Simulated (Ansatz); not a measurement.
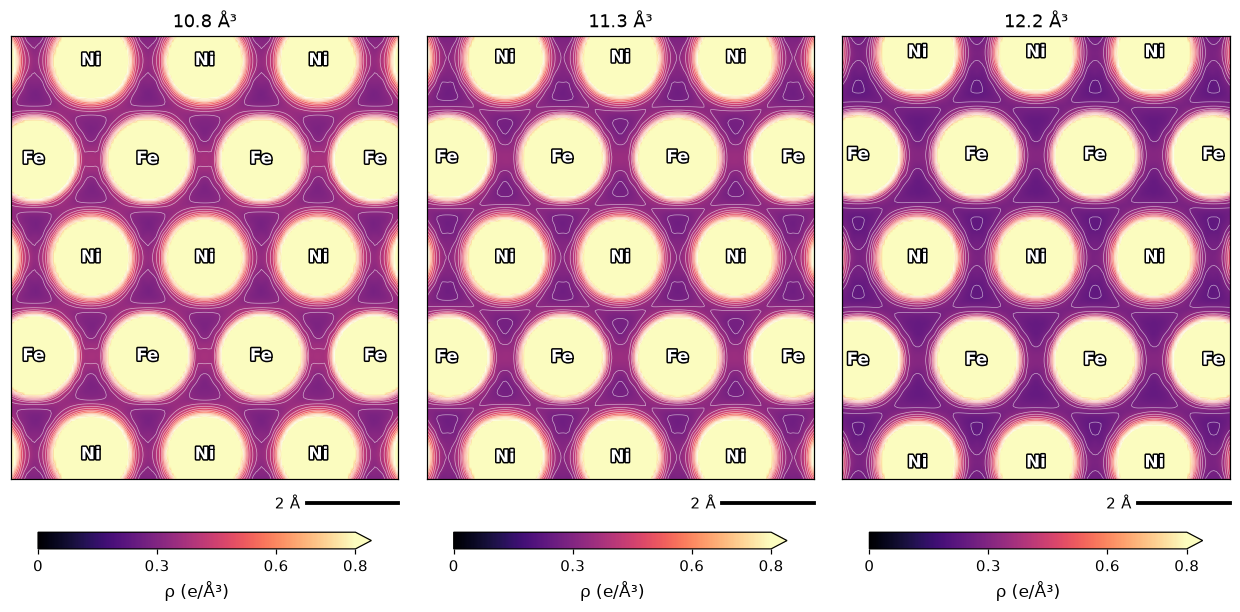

FeNi. The valence electron density of cells scaled evenly to different volumes (given per atom above each panel), on the (101̄) plane of each (indices in the axes of the cell below), at one length scale and on one colour scale.

Spin-polarised.

These are results of Kohn-Sham DFT of a periodic cell, PBEsol, JTH PAW in Ansatz, not measurements.

The largest cell:

```cif
data_structure
_symmetry_space_group_name_H-M 'P 1'
_symmetry_Int_Tables_number 1
_cell_length_a 2.5827
_cell_length_b 2.5827
_cell_length_c 3.6523
_cell_angle_alpha 90.000
_cell_angle_beta 90.000
_cell_angle_gamma 90.000
_cell_volume 24.36
loop_
_atom_site_label
_atom_site_type_symbol
_atom_site_fract_x
_atom_site_fract_y
_atom_site_fract_z
_atom_site_occupancy
Ni1 Ni 0.50000 0.50000 0.50000 1
Fe1 Fe 0.00000 0.00000 0.00000 1
```

| volume (Å³/atom) | Fe–Ni contact in the plane (Å) | ρ at its midpoint (e/Å³) | pressure (GPa) | largest moment (μB) | 
| --- | --- | --- | --- | --- |
| 10.80 | 2.481 | 0.342 | 0.4 | 2.61 | 
| 11.26 | 2.516 | 0.321 | −7.9 | 2.67 | 
| 11.72 | 2.550 | ? | ? | ? | 
| 12.18 | 2.583 | 0.286 | −19.2 | 2.79 | 

Question: Estimate the missing row, and compare with the calculation.

Answer: Over the known rows ln ρ falls by 1.75 per Å of Fe–Ni distance (a least-squares line), which gives 0.303 e/Å³ at 2.550 Å; the calculation gives 0.303 e/Å³. For the pressure, a straight line in volume between the neighbouring rows gives −13.6 GPa; the calculation gives −14.3, lower because pressure rises ever faster on compression. For the largest moment, a straight line in volume between the neighbouring rows gives 2.73 μB; the calculation gives 2.73.
